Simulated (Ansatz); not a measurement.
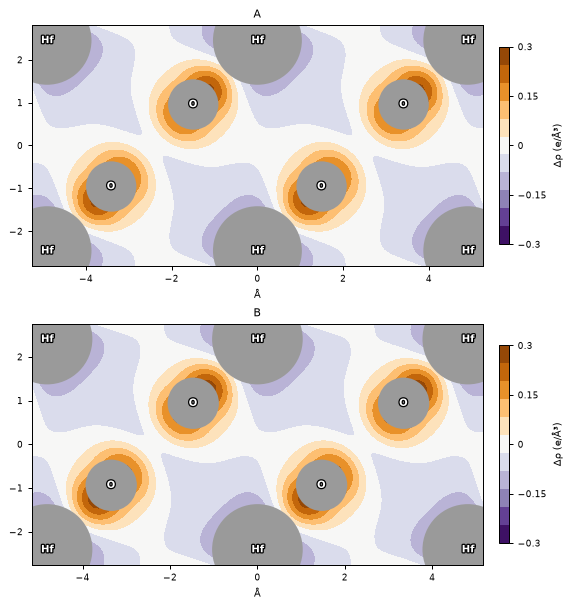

HfO2: deformation density on the (001) plane of the conventional cell at two volumes, with the same fractional coordinates and one colour scale. Grey discs cover the cores. Panel A has 106 % of the volume of panel B.

Space group P4_2/mnm. This isn't the usual form at ambient conditions. The cell comes from a database of computed structures, not from a measurement.

All numbers below come from DFT PBE, scalar-relativistic, plane waves, PAW in Ansatz.

How do bonds, bonding charge and pressure respond to this change of volume?

Answer. The pressure is 8.6 GPa in B and −4.4 GPa in A.
- Bader charges in B: Hf +2.66 and O −1.33 e; in A: Hf +2.67 and O −1.33 e.
- The rearranged charge is 0.34 e an atom in B and 0.34 e in A.
